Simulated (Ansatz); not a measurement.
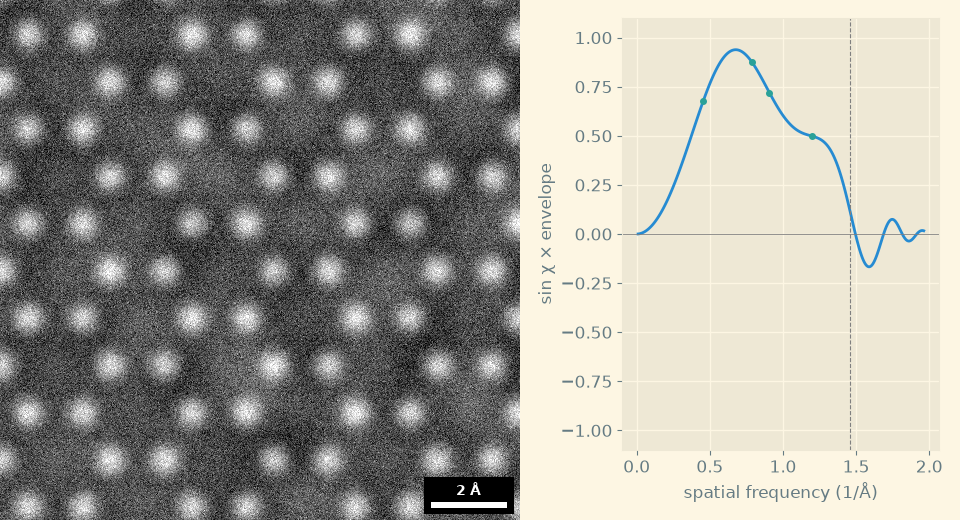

HRTEM-like image of Fe (P6_3/mmc, No. 194) along [001]. Simulated in the weak-phase-object approximation with neutral-atom potentials: 300 kV, Cs = −15 µm, defocus +65 Å (negative is underfocus), defocus spread 12 Å, aperture 1.46 1/Å. Shot noise and the speckle of an amorphous layer were added. Structure used: the geometry relaxed with Ansatz, DFT, BLYP, plane waves (420 eV) with PAW, scalar-relativistic; the starting structure was generated, so it need not be a known form of this composition.

The plot gives the contrast transfer function, the aperture (dashed) and the crystal's spatial frequencies that carry visible contrast (dots).

**Do the atom columns appear dark or bright, and why?**

Bright. With negative Cs and overfocus sin χ is positive over the pass band, so the strongest columns (Fe) come out brighter than the background.

**What point resolution do these settings give, and which lattice spacings pass?**

About 0.7 Å (0.66 |Cs|^(1/4) λ^(3/4) with λ = 0.0197 Å). The spacings that carry visible contrast are {100} at 2.20 Å, {110} at 1.27 Å, {200} at 1.10 Å, {210} at 0.83 Å.
